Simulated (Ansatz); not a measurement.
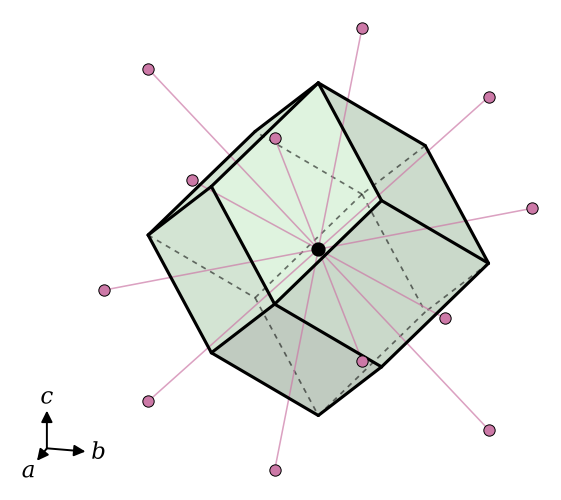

Crystal: Ni, the geometry relaxed with DFT, revPBE, plane waves (420 eV) with PAW, scalar-relativistic in Ansatz; the starting structure was generated, so it need not be a known form of this composition. The Wigner–Seitz cell of the crystal's lattice, with lines to the lattice points that define its faces. Symmetry computed with spglib at a tolerance of 0.002 Å; standard conventional cell.

a = 5.146 Å, b = 5.146 Å, c = 5.146 Å, α = 90.00°, β = 90.00°, γ = 90.00°; space group No. 227, Fd-3m, origin choice 1.

Describe the polyhedron.

Answer. A rhombic dodecahedron: 12 faces (12 with 4 edges), 24 edges, 14 vertices. Its volume is that of the primitive cell, 34.1 Å³.

Which lattice vectors do the faces bisect?

Answer.
```csv
example,length (Å),faces,edges of each,area (Å²)
1/2 a + 1/2 b,3.64,12,4,4.7
```
